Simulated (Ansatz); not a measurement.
Run report: Ge13Si3, single-point calculation (part 2 of 2)

Ge13Si3 (Cm, 16 atoms in the cell); DFT HSE06, scalar-relativistic, plane waves, PAW, no spin polarisation (Ansatz 0.2.0); cutoff 420 eV, 3×3×3 k-mesh, Gaussian smearing of 0.01 eV. The structure was built on a prototype by a generator; it need not be a known phase.

Geometry of the input (Å; fractional positions):
```
0.0011  5.6223  -5.6224
5.6234  5.6234  0.0000
5.6234  0.0001  -5.6234
Si 0.5000  0.0001  0.4998
Si 0.5042  0.4986  0.4986
Ge -0.0015  0.0045  0.4984
Ge -0.0015  0.4985  0.4984
Ge 0.4999  0.0001  0.0001
Ge 0.4999  0.4999  0.0001
Ge -0.0001  0.0000  0.0001
Ge -0.0015  0.4985  0.0045
Ge 0.3780  0.3720  0.3780
Ge 0.3780  0.8720  0.3780
Si 0.8707  0.3764  0.3766
Ge 0.8705  0.8764  0.3767
Ge 0.3766  0.3765  0.8704
Ge 0.3767  0.8765  0.8704
Ge 0.8750  0.3752  0.8748
Ge 0.8750  0.8750  0.8748
```

## Output, continued
```
  k-point 0: bands = ["-20.0447", "-20.0401", "-20.0362", "-20.0298", "-20.0290", "-20.0280", "-20.0249", "-20.0192", "-20.0130", "-20.0088", "-20.0059", "-19.9965", "-19.9839", "-19.9765", "-19.9731", "-19.9617", "-19.9567", "-19.9559", "-19.9486", "-19.9451", "-19.9312", "-19.9306", "-19.9285", "-19.9231", "-19.9188", "-19.9043", "-19.8980", "-19.8906", "-19.8888", "-19.8760", "-19.8692", "-19.8654", "-19.8638", "-19.8627", "-19.8557", "-19.8488", "-19.8463", "-19.8368", "-19.8265", "-19.8254", "-19.8167", "-19.8012", "-19.8009", "-19.7912", "-19.7882", "-19.7841", "-19.7831", "-19.7813", "-19.7787", "-19.7782", "-19.7751", "-19.7578", "-19.7455", "-19.7446", "-19.7414", "-19.7412", "-19.7251", "-19.7223", "-19.7189", "-19.7175", "-19.7058", "-19.7034", "-19.6959", "-19.6953", "-19.6893", "-6.0845", "-3.8197", "-3.7804", "-3.6771", "-3.5831", "-1.8244", "-1.8220", "-1.7984", "-1.6551", "-1.6082", "-1.4924", "-0.4833", "-0.4202", "-0.2901", "-0.1458", "4.4356", "4.4709", "4.4821", "4.5050", "4.5242", "4.5529", "6.1672", "6.2508", "6.2621", "6.3130", "6.3266", "6.3954", "6.4144", "6.4802", "7.8084", "7.8219", "7.8260", "8.6397", "8.7228", "8.8304", "8.9400", "8.9435", "9.0131", "9.0471", "9.0976", "9.2182", "9.3760", "9.4434"]
  k-point 1: bands = ["-20.0487", "-20.0470", "-20.0457", "-20.0341", "-20.0308", "-20.0290", "-20.0290", "-20.0164", "-20.0159", "-20.0115", "-20.0108", "-19.9904", "-19.9802", "-19.9737", "-19.9699", "-19.9596", "-19.9483", "-19.9419", "-19.9397", "-19.9376", "-19.9294", "-19.9243", "-19.9179", "-19.9170", "-19.9118", "-19.9004", "-19.8981", "-19.8901", "-19.8876", "-19.8824", "-19.8712", "-19.8672", "-19.8664", "-19.8624", "-19.8576", "-19.8554", "-19.8544", "-19.8368", "-19.8297", "-19.8199", "-19.8172", "-19.8105", "-19.8052", "-19.8009", "-19.7974", "-19.7945", "-19.7933", "-19.7908", "-19.7775", "-19.7752", "-19.7731", "-19.7548", "-19.7535", "-19.7437", "-19.7393", "-19.7355", "-19.7227", "-19.7207", "-19.7165", "-19.7151", "-19.7011", "-19.6972", "-19.6943", "-19.6929", "-19.6875", "-5.7130", "-4.6467", "-3.6269", "-3.5459", "-3.4201", "-2.9748", "-2.8797", "-2.7120", "-0.4889", "-0.3803", "-0.2603", "-0.2084", "-0.0838", "0.1708", "1.3810", "3.7544", "3.7801", "3.8013", "4.5091", "4.5557", "4.5822", "4.7210", "4.7848", "4.8226", "4.8898", "5.6975", "5.7196", "5.7735", "6.5601", "6.5610", "7.3081", "7.3091", "9.1041", "9.2323", "9.3716", "9.5379", "9.7473", "10.1115", "10.1697", "10.3224", "11.0604", "11.1339", "11.2691"]
  k-point 2: bands = ["-20.0465", "-20.0430", "-20.0394", "-20.0387", "-20.0370", "-20.0289", "-20.0270", "-20.0254", "-20.0191", "-20.0155", "-20.0005", "-19.9912", "-19.9856", "-19.9766", "-19.9711", "-19.9616", "-19.9490", "-19.9449", "-19.9404", "-19.9349", "-19.9272", "-19.9240", "-19.9170", "-19.9104", "-19.9036", "-19.8983", "-19.8937", "-19.8884", "-19.8847", "-19.8793", "-19.8705", "-19.8669", "-19.8653", "-19.8614", "-19.8607", "-19.8521", "-19.8480", "-19.8360", "-19.8321", "-19.8236", "-19.8174", "-19.8145", "-19.8117", "-19.8062", "-19.7988", "-19.7934", "-19.7889", "-19.7864", "-19.7838", "-19.7798", "-19.7703", "-19.7576", "-19.7551", "-19.7523", "-19.7464", "-19.7419", "-19.7214", "-19.7198", "-19.7123", "-19.7094", "-19.7075", "-19.6971", "-19.6938", "-19.6844", "-19.6806", "-5.7091", "-4.6630", "-3.5958", "-3.5008", "-3.4887", "-2.9347", "-2.8337", "-2.7998", "-0.4464", "-0.3716", "-0.3286", "-0.1335", "-0.0099", "0.0264", "1.3997", "3.7685", "3.7739", "3.7912", "4.5265", "4.5462", "4.5769", "4.7273", "4.8099", "4.8488", "4.8545", "5.6741", "5.7217", "5.7360", "6.5924", "6.6105", "7.2861", "7.2960", "9.1003", "9.3082", "9.4167", "9.4281", "9.7432", "10.0753", "10.2054", "10.2346", "11.0853", "11.1729", "11.1991"]
  k-point 9: bands = ["-20.0487", "-20.0476", "-20.0416", "-20.0391", "-20.0351", "-20.0334", "-20.0300", "-20.0259", "-20.0247", "-20.0180", "-20.0021", "-19.9887", "-19.9837", "-19.9770", "-19.9688", "-19.9585", "-19.9456", "-19.9424", "-19.9333", "-19.9293", "-19.9248", "-19.9122", "-19.9111", "-19.9061", "-19.9010", "-19.8988", "-19.8941", "-19.8851", "-19.8752", "-19.8737", "-19.8707", "-19.8676", "-19.8653", "-19.8622", "-19.8563", "-19.8525", "-19.8473", "-19.8422", "-19.8364", "-19.8346", "-19.8270", "-19.8226", "-19.8158", "-19.8090", "-19.8060", "-19.7984", "-19.7972", "-19.7925", "-19.7789", "-19.7734", "-19.7681", "-19.7625", "-19.7623", "-19.7531", "-19.7455", "-19.7416", "-19.7232", "-19.7195", "-19.7130", "-19.7050", "-19.7009", "-19.6923", "-19.6912", "-19.6864", "-19.6743", "-5.1010", "-4.7923", "-4.6685", "-3.7295", "-3.6407", "-2.8151", "-2.7181", "-2.5616", "-0.7063", "-0.5773", "-0.3402", "0.6579", "0.7507", "2.0612", "2.3523", "2.9542", "3.0355", "3.3544", "3.3650", "3.8390", "3.8608", "4.7048", "4.7219", "5.1145", "5.1344", "5.2467", "5.3286", "5.4784", "5.5076", "5.6800", "5.9223", "7.1067", "9.8273", "10.0865", "10.3442", "10.7342", "11.1693", "11.2375", "11.5920", "11.7198", "11.8441", "11.9186", "11.9676"]
```

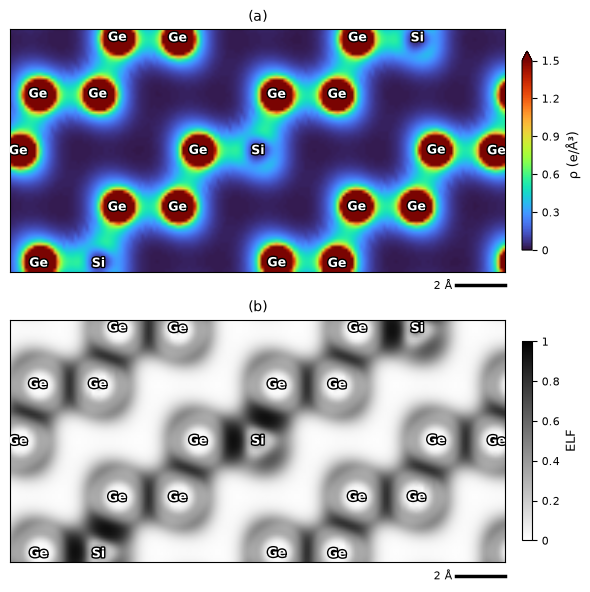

Figure 1. (a) valence electron density; (b) ELF on the (111) plane of the conventional cell. Atoms in the plane: Si and Ge. Si–Ge (2.40 Å): ρ at the midpoint is about 0.55 e/Å³; the ELF peaks at about 0.95 between the atoms, which marks a covalent bond. Away from the nuclei the density in this plane falls to 0.02 e/Å³ at its lowest. Core electrons are frozen (PAW), so the fields are smoothed inside the atomic spheres.

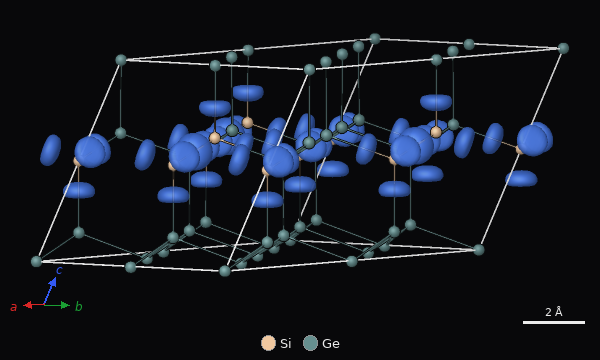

Figure 2. Isosurface of the ELF at 0.85 (blue), seen at an oblique angle. Only the valence region is drawn (cores and ρ < 0.01 e/Å³ removed). Sticks mark near contacts. The outline is the cell set on symmetry axes. Values along the shortest contacts: Si–Ge (2.40 Å): the ELF peaks at about 0.95 between the atoms, which marks a covalent bond.

## Results in brief

```csv
quantity,value
outcome,converged
space group (tolerance 0.01 Å),Cm (8)
electrons treated,194
free energy,−57754.6067 eV
Fermi energy,8.233 eV
gap on the k-point mesh,0.81 eV
gap on the band path,0.81 eV
wall time,8.9 min (CPU time 33 min)
peak memory,6 GiB
```
